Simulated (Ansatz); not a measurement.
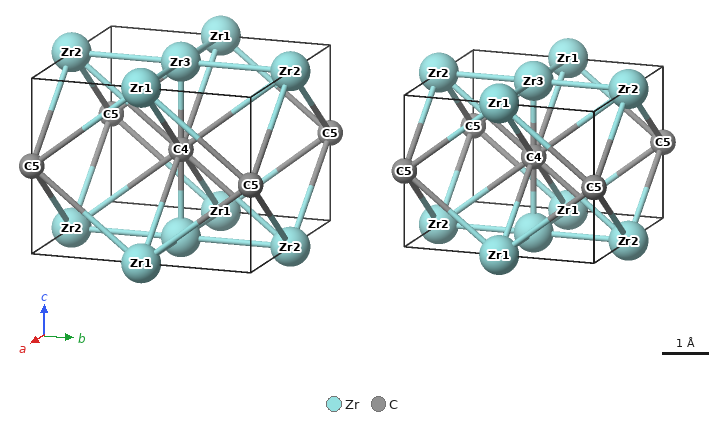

Two geometries of solid Zr3C2 (a generated structure, set up in P4/mmm) (coarse preliminary run), drawn at one scale. One is the start of a relaxation, the other its converged end. The picture is a ball-and-stick view of the cell of the calculation, seen slightly off an axis.

Method: DFT PBE, scalar-relativistic, plane waves, PAW (Ansatz). (plane-wave cutoff 420 eV; k-point mesh 4 × 4 × 6; occupations gaussian; smearing width 0.1 eV; no spin polarisation; cell and atoms relaxed; force threshold 0.04 eV/Å; at most 70 steps)

Which one is relaxed?

The left one is the relaxed one. The atoms keep their places relative to the cell (all moves are under 0.005 Å). The drawn cell changes as follows: a = b 4.443 → 5.128 Å (+15.4 %), c 3.438 → 3.979 Å (+15.7 %); the volume changes by +54.2 %. Near-neighbour distances that change, for instance: Zr1–Zr1 3.438 → 3.979 Å, Zr1–Zr2 3.141 → 3.626 Å, Zr1–C4 2.809 → 3.245 Å, Zr1–Zr3 2.221 → 2.564 Å. The space group stays P4/mmm (No. 123). Over 6 accepted moves (8 points after the start) the energy falls by 1101 meV per atom. All forces vanish by symmetry, so only the cell relaxes. The pressure goes from 68.17 to 0.13 GPa. At 2 points the geometry stayed and the basis and grid were re-selected for the new cell (energy shift of 32.3 meV per atom at most each time). Cost: 24 s on 1 thread of Arm Neoverse V2, on a shared host, peak memory 0.37 GiB.
